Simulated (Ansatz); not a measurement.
## Electronic structure of HC18F (slab) in real space

```xyz
20
Lattice="7.3980 0.0000 0.0000 -3.6990 6.4069 0.0000 0.0000 0.0000 11.0000" Properties=species:S:1:pos:R:3 pbc="T T T"
C     3.6549    6.3798    0.9453
C     1.1905    0.6716    0.9445
C     6.1201    2.1076    0.9443
C    -0.0418    2.8050    0.9450
C     4.8868    4.2433    0.9460
C    -1.2771    4.9440    0.9464
C    -1.2782    6.3805    0.9440
C     3.6572    0.6723    0.9434
C     1.1893    2.1074    0.9446
C     2.4245    2.8070    0.9458
C    -0.0441    4.2435    0.9501
C     1.1933    4.9441    0.9460
C     1.1895    6.3802    0.9438
C     6.1235    0.6716    0.9445
C     3.6549    2.1082    0.9455
C     4.8896    2.8070    0.9455
C     2.4224    4.2434    0.9462
C     3.6571    4.9438    0.9457
F    -0.0940    4.5544    4.0701
H    -0.0957    4.4827    3.1336
```

Level of theory: DFT PBE-D3(BJ), scalar-relativistic, plane waves, PAW (Ansatz).

In a PAW calculation such maps are meaningful between the atoms, not at the nuclei.

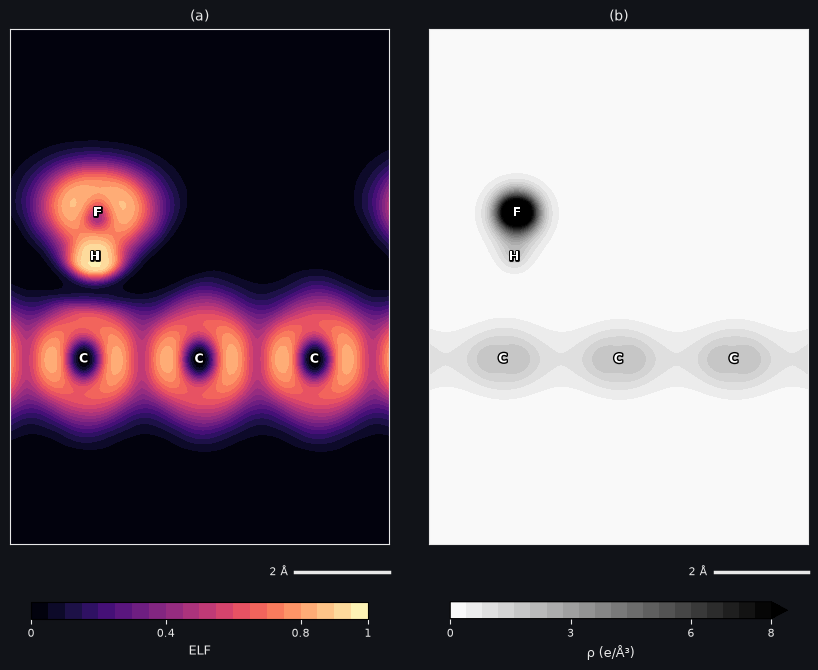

Figure 1. (a) electron localisation function; (b) valence charge density (pseudo) on the (100) plane of the calculation cell, a cut from vacuum to vacuum.

> Describe what can be read from this map.

The plane passes through C, F and H nuclei. Atoms just off the plane (C, 0.7 Å away) can leave unmarked features too. F–H (0.94 Å): the density is about 4.6 e/Å³ at the midpoint; the ELF climbs to about 0.95 towards the hydrogen, as it does in any bond to H (a covalent bond by its length). The density dies away to nearly zero in the vacuum. The ELF also peaks beside F, away from the bonds: lone-pair regions.

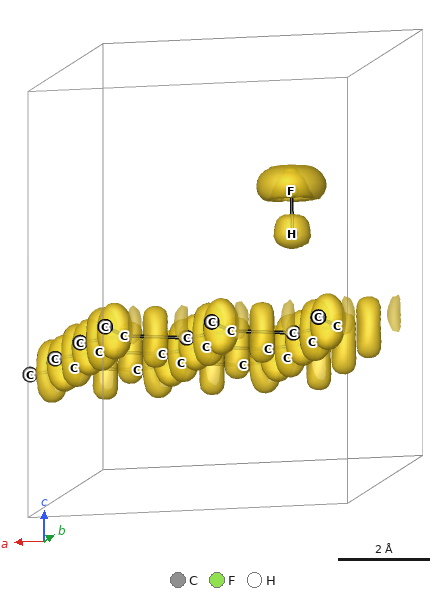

Figure 2. Isosurface of the electron localisation function at 0.8 (yellow), seen at an oblique angle. Only the valence region is drawn (cores and ρ < 0.01 e/Å³ removed). Sticks mark near contacts.

> Where are the electrons localised?

The surface consists of 27 regions between bonded C–C atoms (shared pairs), one region around a hydrogen nucleus and one region wrapped around F (its valence shell), counted in one cell of 20 atoms. Counts are for one cell; the picture repeats the cell along the surface. Profiles from the grid: C–C (1.41 Å): the ELF peaks at about 0.95 between the atoms, as expected for localised, covalent bonding.
